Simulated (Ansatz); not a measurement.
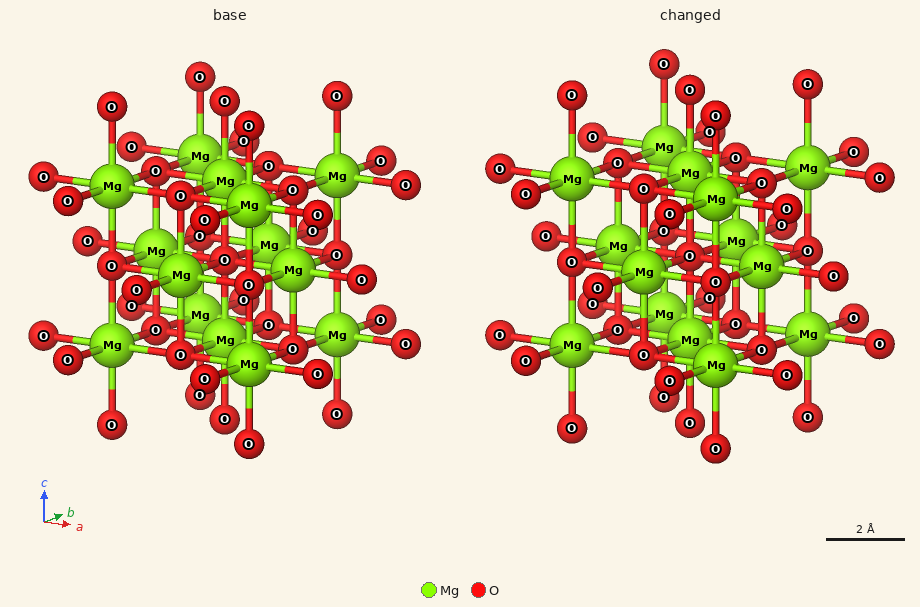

Left: crystalline MgO (built on the measured structure type) at its r2SCAN-relaxed geometry. Right: the same structure after one change, at the same scale. A ball-and-stick model of the conventional cell (4 times the calculation's cell), seen from a free direction. Lengths and directions refer to the drawn axes.

Computed with Ansatz 0.2.0, DFT, HSE06, plane waves, PAW. Set-up: plane-wave cutoff 420 eV; k-point mesh 8 × 8 × 8; occupations fixed; no spin polarisation.

What was changed?

All lengths are scaled by +4.7 % (volume +14.7 %). The atoms were relaxed with r2SCAN under that strain, and this is a single point on that geometry.

How do the computed properties respond?

Energy change: +85.5 meV per atom. The pressure goes from −0.3 to −17.5 GPa. All forces vanish by symmetry. Some distances before and after: Mg–O 2.102 → 2.201 Å. The space group stays Fm-3m (No. 225).
